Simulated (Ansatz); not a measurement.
## Two runs on SrO

System: SrO (2 atoms in the cell).
Method of the first run: Kohn-Sham DFT of a periodic cell, PBE, Ansatz PAW, no spin polarisation (Ansatz 0.2.0).

The structure derives from an entry of the Crystallography Open Database. Text and figures count atoms from 1; the logs count them from 0 in places.

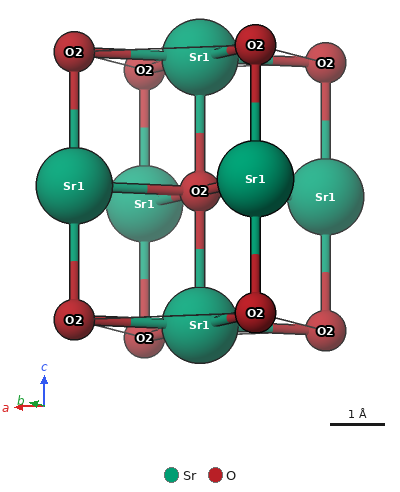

**Figure 1.** The input geometry (ball-and-stick view of the cell 2 times as large as that of the calculation, set on its symmetry axes, seen at an oblique angle; atoms are numbered from 1 in the order of the input). An atom can appear more than once, as a periodic image. Near neighbours in the periodic cell (some may lie outside the picture): Sr has 6 O at 2.51 to 2.57 Å; O has 6 Sr at 2.51 to 2.57 Å.

## Input, the first run
```yaml
crystal:
  lattice:
    - [0.0, 2.5663, 2.514974]
    - [2.5663, 0.0, 2.514974]
    - [2.5663, 2.5663, 0.0]
  atoms:
    - { symbol: Sr, position: [0.5, 0.5, 0.5] }
    - { symbol: O, position: [0.0, 0.0, 0.0] }
hamiltonian:
  xc: pbe
  pseudopotentials: { kind: paw }
kpoints:
  mp_grid: { grid: [9, 9, 9] }
scf:
  occupations: { method: fermi_dirac, width: 0.05 }
output:
  forces: true
  stress: true
  eigenvalues: true
```

Command:
```bash
ansatz run input.yaml --threads 2 --pin off --max-ram 5632MiB --backend cpu --events-out ev --progress --plain --runs-dir out
```

Hardware: 2 threads of Arm Neoverse N1, 24 GiB of memory available, shared host.

## Output, shortened to warnings, some set-up lines, iterations and results (the first run)
```
Basis set: ecut = 420 eV, 637 PW (Γ), exchange–correlation on 50×50×50 points (8 copies of the dense FFT grid, shifted against one another)
Symmetry: 16 space group operations
k-points: 75 of 729
Initial density: superposition of atomic densities (neutral atoms: chi_scale 0, normalization atom), corrected by the library's trained network
[...]
SCF iter   1: F=—  HF=-4114.592534 eV  |F-HF|=—  |Δ(HF+E_count)|=         —  Δρ=3.84e-4  dr2=8.31e-6  ethr=1.77e-3  ⟨swp⟩=8.6  Hψ=7239  notcnv=0
SCF iter   2: F=—  HF=-4114.593309 eV  |F-HF|=—  |Δ(HF+E_count)|=   7.75e-4  Δρ=4.36e-4  dr2=6.40e-5  ethr=5.19e-8  ⟨swp⟩=4.2  Hψ=3066  notcnv=0
SCF iter   3: F=—  HF=-4114.593329 eV  |F-HF|=—  |Δ(HF+E_count)|=   2.00e-5  Δρ=2.15e-4  dr2=1.33e-5  ethr=5.19e-8  ⟨swp⟩=2.7  Hψ=1413  notcnv=0
SCF iter   4: F=—  HF=-4114.593356 eV  |F-HF|=—  |Δ(HF+E_count)|=   2.64e-5  Δρ=7.03e-5  dr2=1.68e-6  ethr=5.19e-8  ⟨swp⟩=3.0  Hψ=1566  notcnv=0
SCF iter   5: F=—  HF=-4114.593356 eV  |F-HF|=—  |Δ(HF+E_count)|=   1.56e-7  Δρ=3.49e-5  dr2=4.23e-7  ethr=1.05e-8  ⟨swp⟩=1.0  Hψ=900  notcnv=0
SCF iter   6: F=—  HF=-4114.593356 eV  |F-HF|=—  |Δ(HF+E_count)|=   6.73e-8  Δρ=1.67e-5  dr2=1.00e-7  ethr=2.65e-9  ⟨swp⟩=1.3  Hψ=921  notcnv=0
SCF iter   7: F=-4114.593356 eV  HF=-4114.593356 eV  |F-HF|=9.48e-9  |Δ(HF+E_count)|=   1.80e-8  Δρ=5.64e-6  dr2=1.10e-8  ethr=6.25e-10  ⟨swp⟩=5.3  Hψ=3362  notcnv=0
SCF 1 converged in 7 iterations: F = -4114.593356 eV  dr2 = 1.10e-8
SCF converged after 7 iterations
Free energy (F): -4114.593356 eV
Harris-Foulkes:  -4114.593356 eV  (|F-HF|=9.48e-9)
Internal energy: -4114.593356 eV  (E = F + TS)
E sigma→0 (E₀):  -4114.593356 eV
Fermi energy:    9.931310 eV
--- Per-component energies (eV) ---
  E_band       = -52.662678
  E_kinetic    = 424.312105
  E_local      = -852.176960  (includes V_loc(G=0)·N_el)
  E_nonlocal   = 250.325494
  E_hartree    = 230.307586
  E_xc         = -249.790166
  E_vxc        = -259.730922  (∫ρ·V_xc dr)
  E_paw        = -2852.440213  (= ΣΔE_a)
  E_vpaw       = -76.008407  (= ΣTr[D̂ρ^β])
  E_aug_tail   = 0.002432  (compensation charges beyond the density's cutoff)
  E_ewald      = -1065.133633
  E_smearing   = -0.000000  (= −TS)
  E_closure    = 0.000000  (closes the sum)
  Σ components = -4114.593356   (vs F -4114.593356, Δ=0.00e0)
--- Forces (eV/Å), atoms counted from 1 ---
  atom   1  Sr    -0.00000000     0.00000000     0.00000000
  atom   2  O     -0.00000000     0.00000000    -0.00000000
  max |Σ_I F_I| component: 2.37e-30 eV/Å
--- Stress (GPa, compression-positive) ---
        4.426224       0.000000       0.000000
        0.000000       4.426224       0.000000
        0.000000       0.000000       7.677499
  P = ⅓ Tr σ = 5.5100 GPa (55.100 kbar)
```

The input of the second run differs as follows (lines with − go, lines with + come):
```diff
-    - [0.0, 2.5663, 2.514974]
-    - [2.5663, 0.0, 2.514974]
+    - [0.0, 2.5663, 2.463648]
+    - [2.5663, 0.0, 2.463648]
```

How does the second run compare with the first run?

With the same functional and potentials, the second run lies 21.8 meV per atom higher. The gap on the mesh goes from 3.26 to 3.13 eV. The pressure goes from 5.51 to 8.16 GPa. The volume per atom goes from 16.56 to 16.23 Å³. The SCF takes 6 iterations against 7. The plane waves at Γ go from 637 to 629.

## Output, shortened to warnings, some set-up lines, iterations and results (the second run)
```
Basis set: ecut = 420 eV, 629 PW (Γ), exchange–correlation on 48×48×50 points (8 copies of the dense FFT grid, shifted against one another)
Symmetry: 16 space group operations
k-points: 75 of 729
Initial density: superposition of atomic densities (neutral atoms: chi_scale 0, normalization atom), corrected by the library's trained network
[...]
SCF iter   1: F=—  HF=-4114.548992 eV  |F-HF|=—  |Δ(HF+E_count)|=         —  Δρ=4.58e-4  dr2=2.51e-5  ethr=1.77e-3  ⟨swp⟩=8.7  Hψ=7318  notcnv=0
SCF iter   2: F=—  HF=-4114.549691 eV  |F-HF|=—  |Δ(HF+E_count)|=   6.99e-4  Δρ=4.19e-4  dr2=5.76e-5  ethr=1.57e-7  ⟨swp⟩=3.7  Hψ=2742  notcnv=0
SCF iter   3: F=—  HF=-4114.549717 eV  |F-HF|=—  |Δ(HF+E_count)|=   2.60e-5  Δρ=1.77e-4  dr2=6.62e-6  ethr=1.57e-7  ⟨swp⟩=2.0  Hψ=1124  notcnv=0
SCF iter   4: F=—  HF=-4114.549738 eV  |F-HF|=—  |Δ(HF+E_count)|=   2.13e-5  Δρ=6.21e-5  dr2=1.01e-6  ethr=4.14e-8  ⟨swp⟩=2.8  Hψ=1433  notcnv=0
SCF iter   5: F=—  HF=-4114.549738 eV  |F-HF|=—  |Δ(HF+E_count)|=   3.08e-7  Δρ=2.72e-5  dr2=2.38e-7  ethr=6.29e-9  ⟨swp⟩=2.0  Hψ=1091  notcnv=0
SCF iter   6: F=-4114.549738 eV  HF=-4114.549738 eV  |F-HF|=2.48e-8  |Δ(HF+E_count)|=   2.56e-8  Δρ=9.15e-6  dr2=2.84e-8  ethr=6.25e-10  ⟨swp⟩=5.9  Hψ=3906  notcnv=0
SCF 1 converged in 6 iterations: F = -4114.549738 eV  dr2 = 2.84e-8
SCF converged after 6 iterations
Free energy (F): -4114.549738 eV
Harris-Foulkes:  -4114.549738 eV  (|F-HF|=2.48e-8)
Internal energy: -4114.549738 eV  (E = F + TS)
E sigma→0 (E₀):  -4114.549738 eV
Fermi energy:    10.180617 eV
--- Per-component energies (eV) ---
  E_band       = -48.377970
  E_kinetic    = 425.254571
  E_local      = -843.333733  (includes V_loc(G=0)·N_el)
  E_nonlocal   = 250.449575
  E_hartree    = 227.725566
  E_xc         = -250.068092
  E_vxc        = -260.107594  (∫ρ·V_xc dr)
  E_paw        = -2852.513238  (= ΣΔE_a)
  E_vpaw       = -76.091807  (= ΣTr[D̂ρ^β])
  E_aug_tail   = 0.002427  (compensation charges beyond the density's cutoff)
  E_ewald      = -1072.066814
  E_smearing   = -0.000000  (= −TS)
  E_closure    = -0.000000  (closes the sum)
  Σ components = -4114.549738   (vs F -4114.549738, Δ=0.00e0)
--- Forces (eV/Å), atoms counted from 1 ---
  atom   1  Sr    -0.00000000     0.00000000    -0.00000000
  atom   2  O     -0.00000000     0.00000000     0.00000000
  max |Σ_I F_I| component: 3.16e-30 eV/Å
--- Stress (GPa, compression-positive) ---
        5.628228       0.000000       0.000000
        0.000000       5.628228       0.000000
        0.000000      -0.000000      13.208934
  P = ⅓ Tr σ = 8.1551 GPa (81.551 kbar)
```

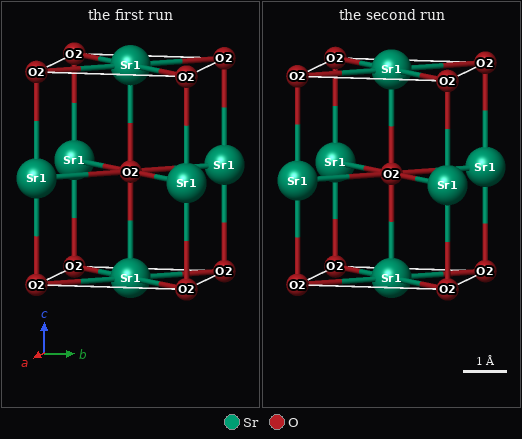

**Figure 2.** The two input geometries at one scale (ball-and-stick view of the cell 2 times as large as that of the calculation, set on its symmetry axes, seen slightly off an axis). The atoms keep their places relative to the cell (all moves are under 0.005 Å). The drawn cell changes as follows: a = b stay at 3.629 Å, c 5.030 → 4.927 Å (−2.0 %); the volume changes by −2.0 %. Among the contacts that change: Sr1–O2 2.515 → 2.464 Å.

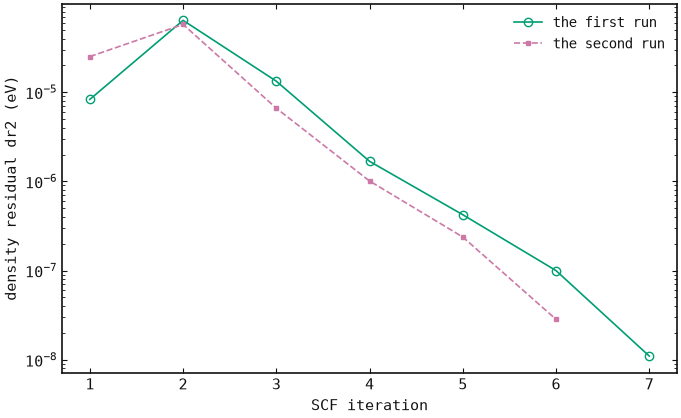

**Figure 3.** Convergence of the two runs: density residual dr2 against the SCF iteration. The first run takes 7 iterations in all, and the second run takes 6.

## The two runs side by side

```csv
quantity,the first run,the second run
outcome,converged,converged
free energy per atom (eV),−2057.2967,−2057.2749
gap on the mesh (eV),3.26,3.13
pressure (GPa),5.51,8.16
volume per atom (Å³),16.56,16.23
largest force (eV/Å),0.000,0.000
SCF iterations,7,6
irreducible k-points,75,75
plane waves at Γ,637,629
wall time (shared host),1.7 s,1.6 s
```

For the first run: The cell is under a pressure of 5.5 GPa at this level, so it is not at its equilibrium volume.
